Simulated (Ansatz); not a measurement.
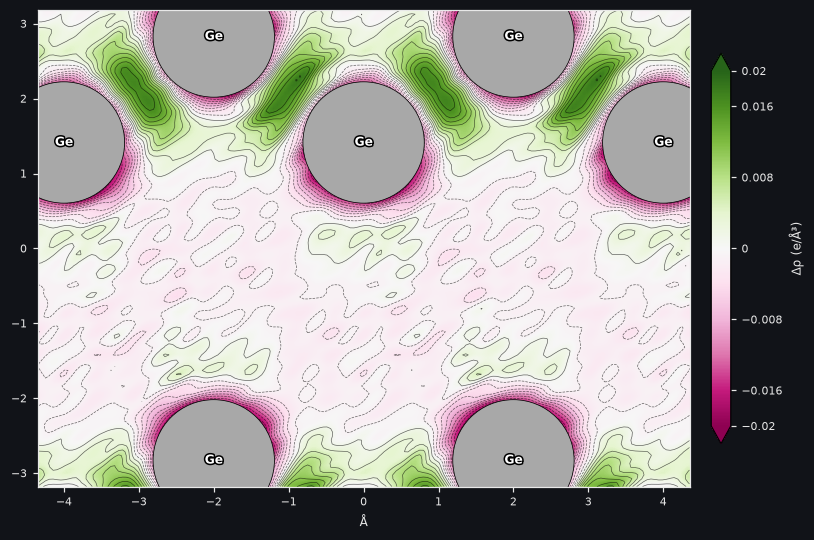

Ge. Difference of the valence pseudo-densities of two functionals at the same geometry, on the (011̄) plane of the calculation cell: r2SCAN less LDA.

Space group Fd-3m.

Both computed with Ansatz (plane waves, PAW), on the same k-point mesh. Grey discs cover the atomic cores.

Where does the change of functional move the electrons?

Answer. Against LDA, r2SCAN gives a change of +0.018 e/Å³ at the midpoint of Ge–Ge.
